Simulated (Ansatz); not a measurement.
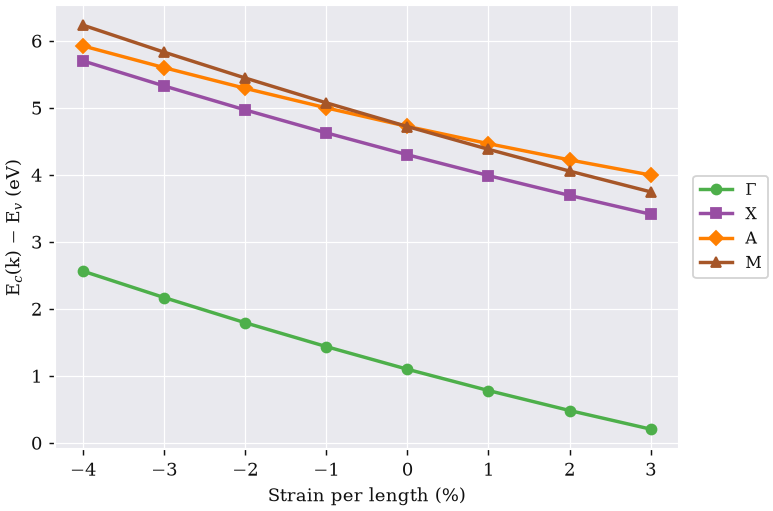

Lowest conduction level at each named k point, counted from the valence-band top at Γ. The names follow the standardised cell of this lattice; in reduced coordinates of the cell that was run, X is (0, 0.5, 0), A is (0.5, 0.5, 0.5) and M is (0.5, 0.5, 0).

System: rutile-type SnO$_{2}$, space group P4_2/mnm, 6 atoms in the cell, relaxed with r2SCAN; unstrained, a = 4.761 Å, c = 3.200 Å (tetragonal axes). All lengths are scaled by the strain listed, and the atoms are relaxed again with r2SCAN. Points keep the names and reduced coordinates of the unstrained primitive cell. Method: PBE, Ansatz PAW set, no spin polarisation, no spin-orbit coupling, 6×6×8 k mesh, 420 eV cutoff, Fermi-Dirac smearing of 0.02 eV (Ansatz 0.2.0).

Q: How does each level move from −4 % to +3 %?

A: Γ falls by 2.36 eV, X falls by 2.29 eV, A falls by 1.92 eV and M falls by 2.48 eV.

Q: How fast do the levels move with strain?

A: Straight lines through the points have slopes of −337 at Γ, −327 at X, −275 at A and −355 at M (meV for each 1 % of strain). The points bend away from straight lines by up to 0.07 eV, so these are means over the range.

Q: Which of these conduction levels is lowest, and does that change?

A: The lowest is the one at Γ, over the whole range, so among these points the gap stays direct.

The values:
```csv
strain,Γ (eV),X (eV),A (eV),M (eV)
−4 %,2.56,5.70,5.92,6.23
−3 %,2.17,5.33,5.60,5.83
−2 %,1.79,4.97,5.29,5.44
−1 %,1.44,4.63,5.00,5.07
0 %,1.10,4.30,4.72,4.72
+1 %,0.78,3.99,4.46,4.38
+2 %,0.48,3.69,4.22,4.06
+3 %,0.20,3.41,4.00,3.75
```

LDA, GGA and most meta-GGA functionals understate gaps. The cell was built by a generator and needn't be a form met in nature.
